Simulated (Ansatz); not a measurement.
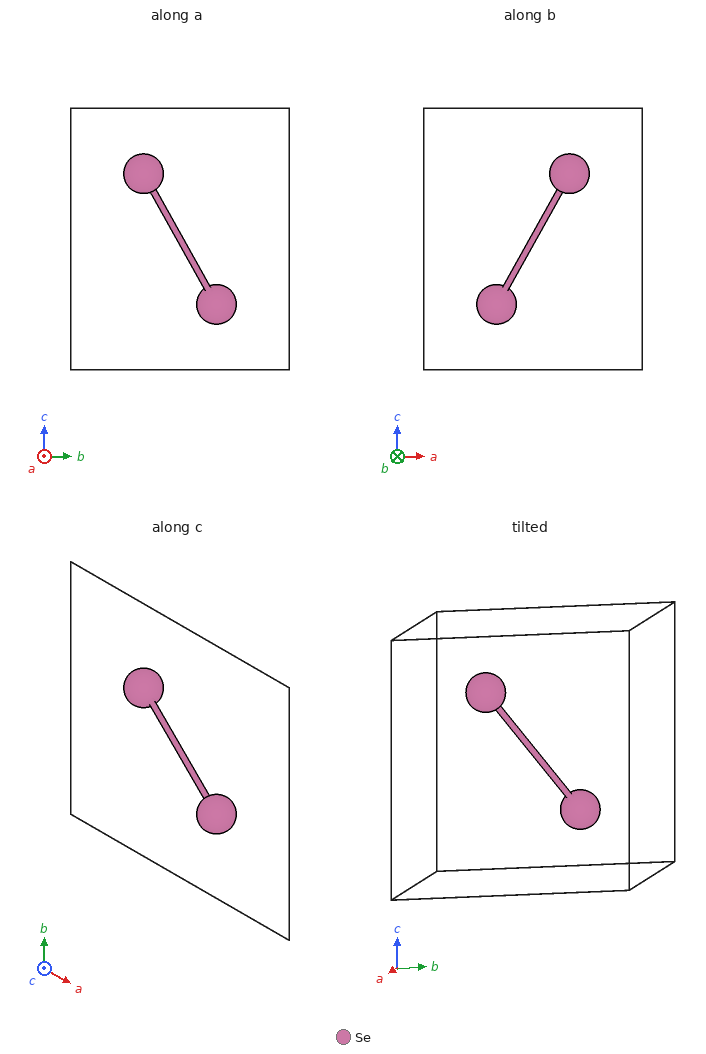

The figure gives a ball-and-stick picture of the atoms, viewed along the a axis, along the b axis, along the c axis and slightly off an axis. The outline marks the conventional unit cell.

Lattice parameters: a = 3.6838 Å, b = 3.6838 Å, c = 3.8128 Å, α = 90.000°, β = 90.000°, γ = 120.000°.

Transcribe the picture into a CIF with its space group and independent sites.

```cif
data_structure
_symmetry_space_group_name_H-M 'P 63/m m c'
_symmetry_Int_Tables_number 194
_cell_length_a 3.6838
_cell_length_b 3.6838
_cell_length_c 3.8128
_cell_angle_alpha 90.000
_cell_angle_beta 90.000
_cell_angle_gamma 120.000
_cell_volume 44.81
loop_
_atom_site_label
_atom_site_type_symbol
_atom_site_symmetry_multiplicity
_atom_site_Wyckoff_symbol
_atom_site_fract_x
_atom_site_fract_y
_atom_site_fract_z
_atom_site_occupancy
Se1 Se 2 c 0.3333 0.6667 0.2500 1
```

The structure comes from a structure type filled with this element by a generator (whether the element takes this form wasn't checked). Earlier steps of the study may have refined or changed the cell and positions. A calculation with Ansatz used it as input.
